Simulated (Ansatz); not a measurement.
# TiSi31 (cell with a defect): what the fields show

```cif
data_structure
_symmetry_space_group_name_H-M 'P 1'
_symmetry_Int_Tables_number 1
_cell_length_a 9.4117
_cell_length_b 9.4117
_cell_length_c 9.4117
_cell_angle_alpha 109.471
_cell_angle_beta 109.471
_cell_angle_gamma 109.471
_cell_volume 641.77
loop_
_atom_site_label
_atom_site_type_symbol
_atom_site_fract_x
_atom_site_fract_y
_atom_site_fract_z
_atom_site_occupancy
Ti1 Ti 0.00103 0.50042 0.75010 1
Si1 Si 0.74882 0.49994 0.00289 1
Si2 Si 0.50054 0.50038 0.25037 1
Si3 Si 0.25282 0.24823 0.74980 1
Si4 Si 0.25249 0.49993 0.49876 1
Si5 Si 0.00009 0.24859 0.00246 1
Si6 Si 0.74720 0.24662 0.24558 1
Si7 Si 0.50050 0.99956 0.74964 1
Si8 Si 0.49625 0.24707 0.49709 1
Si9 Si 0.25158 0.00433 0.00141 1
Si10 Si 0.00035 0.99985 0.24988 1
Si11 Si 0.74900 0.75160 0.74975 1
Si12 Si 0.74768 0.99636 0.49758 1
Si13 Si 0.50374 0.75090 0.00101 1
Si14 Si 0.25123 0.75062 0.25346 1
Si15 Si 0.00011 0.75245 0.49871 1
Si16 Si 0.26422 0.76440 0.01410 1
Si17 Si 0.00032 0.75127 0.24945 1
Si18 Si 0.74903 0.74835 0.49890 1
Si19 Si 0.49931 0.49970 0.00135 1
Si20 Si 0.49980 0.75094 0.74987 1
Si21 Si 0.25155 0.49957 0.24938 1
Si22 Si 0.99953 0.49951 0.48558 1
Si23 Si 0.74862 0.24839 0.99777 1
Si24 Si 0.73664 0.49904 0.75005 1
Si25 Si 0.50095 0.25226 0.25058 1
Si26 Si 0.24827 0.24865 0.49853 1
Si27 Si 0.99983 0.99902 0.00097 1
Si28 Si 0.00040 0.23634 0.75006 1
Si29 Si 0.75215 0.00004 0.25050 1
Si30 Si 0.50048 0.00013 0.50147 1
Si31 Si 0.25193 0.99898 0.74993 1
```

The program warned that a starting moment wasn't kept; spin-polarised, but the moments vanished.

All numbers below come from DFT PBEsol, scalar-relativistic, plane waves, PAW in Ansatz 0.2.0.

The density is the valence pseudo-density of a PAW calculation; it isn't the true density close to the nuclei.

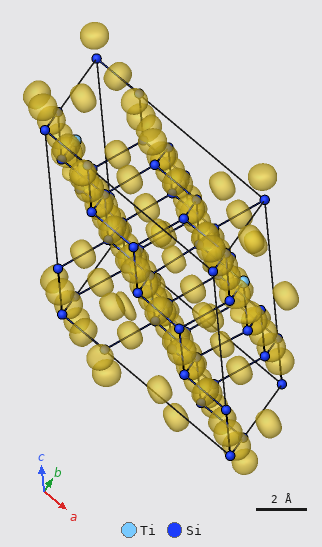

Figure 1. Isosurface of the electron localisation function at 0.85 (yellow), seen slightly off an axis. Only the valence region is drawn (cores and ρ < 0.01 e/Å³ removed). Sticks mark near contacts.

Question: Describe the localisation domains.

Answer: The surface consists of 60 regions between bonded Si–Si atoms (shared pairs) and four lobes of the valence shell of Si pointing towards Ti (polar bonds), counted in one cell of 32 atoms. Any copies at cell faces, edges or corners count once. Along the contacts the grid gives the following. Si–Si (2.34 Å): the ELF peaks at about 0.95 between the atoms (localised, covalent bonding). Ti–Si (2.48 Å): the ELF peaks at about 0.95 in the valence shell of Si, 0.9 Å from its nucleus, and is about 0.80 at the midpoint.

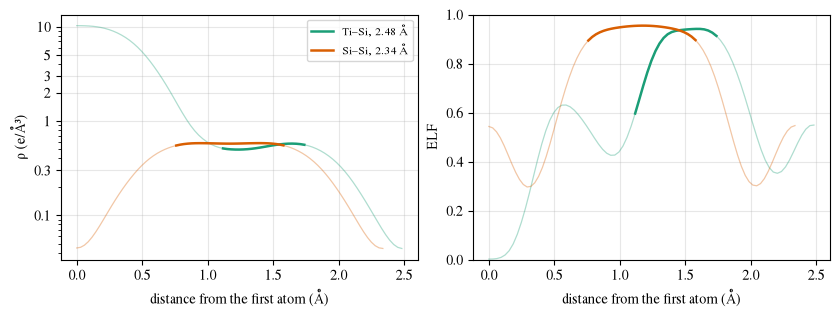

Figure 2. Valence pseudo-density and electron localisation function along straight lines between neighbouring atoms. Thin, pale parts lie inside the atomic spheres.

Question: What can be read from the curves?

Answer: Ti–Si (2.48 Å): ρ is about 0.5 e/Å³ halfway; the ELF peaks at about 0.95 in the valence shell of Si, 0.9 Å from its nucleus, and is about 0.80 at the midpoint.
Si–Si (2.34 Å): ρ at the midpoint is about 0.57 e/Å³; the ELF peaks at about 0.95 between the atoms, as expected for a shared electron pair.

Question: Does the calculation make it a metal, or give it a gap?

Answer: It is gapped, with a Kohn–Sham gap of 0.35 eV on the k-point mesh (the band edges may lie off the mesh, which would make the gap smaller).
